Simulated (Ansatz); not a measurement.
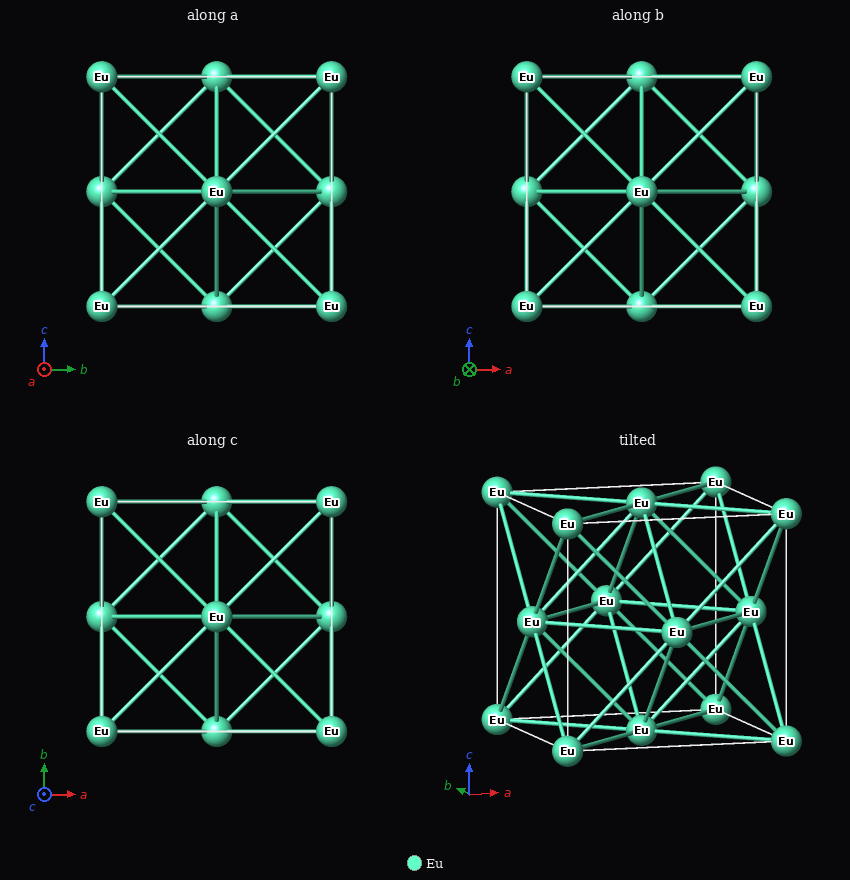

The image is a ball-and-stick drawing of a crystal, viewed along the a axis, along the b axis, along the c axis and slightly off an axis. The conventional unit cell is drawn as a box.

Lattice parameters: a = 5.9535 Å, b = 5.9535 Å, c = 5.9535 Å, α = 90.000°, β = 90.000°, γ = 90.000°.

Turn the picture into a CIF with its space group and independent sites.

Answer.
```cif
data_structure
_symmetry_space_group_name_H-M 'F m -3 m'
_symmetry_Int_Tables_number 225
_cell_length_a 5.9535
_cell_length_b 5.9535
_cell_length_c 5.9535
_cell_angle_alpha 90.000
_cell_angle_beta 90.000
_cell_angle_gamma 90.000
_cell_volume 211.02
loop_
_atom_site_label
_atom_site_type_symbol
_atom_site_symmetry_multiplicity
_atom_site_Wyckoff_symbol
_atom_site_fract_x
_atom_site_fract_y
_atom_site_fract_z
_atom_site_occupancy
Eu1 Eu 4 a 0.0000 0.0000 0.0000 1
```

The model was built from a structure type filled with this element by a generator (whether the element takes this form wasn't checked). Earlier steps of the study may have refined or changed the cell and positions. It went into a calculation with Ansatz.
